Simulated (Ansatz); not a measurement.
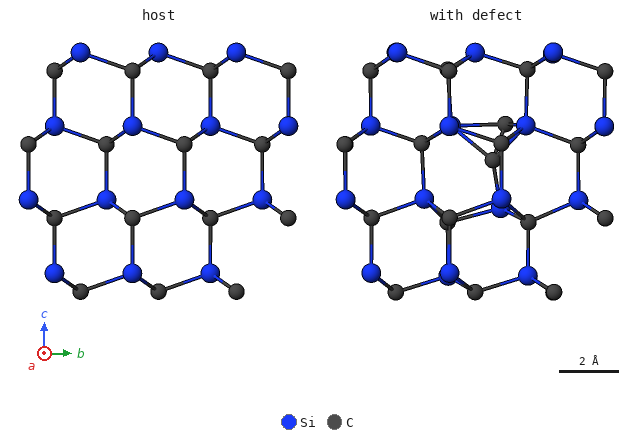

Left: perfect SiC. Right: the same region with one point defect, after relaxing the atoms in a supercell of 192 sites. A ball-and-stick model of the atoms within 5.4 Å of one point, in a slice 4.2 Å thick across the line of sight, seen along the a axis.

Level of theory: Ansatz 0.2.0, DFT, PBEsol, PAW, plane waves. (plane-wave cutoff 420 eV; k-point mesh 1 × 1 × 1; mesh shifted by (0.25, 0.25, 0.25); no spin polarisation) Fermi-Dirac smearing of 0.01 eV. A uniform background neutralises the charged cell. The axes drawn are those of the host's conventional cell.

**What kind of defect was made?**

An extra carbon atom is put between the host's atoms (an interstitial).

The charge state of the cell is −2.

**What does the relaxation do around it?**

The C atom starts with 6 C at 2.01 to 2.38 Å, 6 Si at 2.01 to 2.37 Å around its place and ends with 1 C at 1.48 Å, 1 Si at 1.72 Å. Of the host's atoms, a carbon atom moves furthest from its site, by 0.74 Å. The C atom itself moves 1.30 Å from where it was put.

Limits of the set-up: the cell is charged, on a uniform background, and energies carry no finite-size correction.
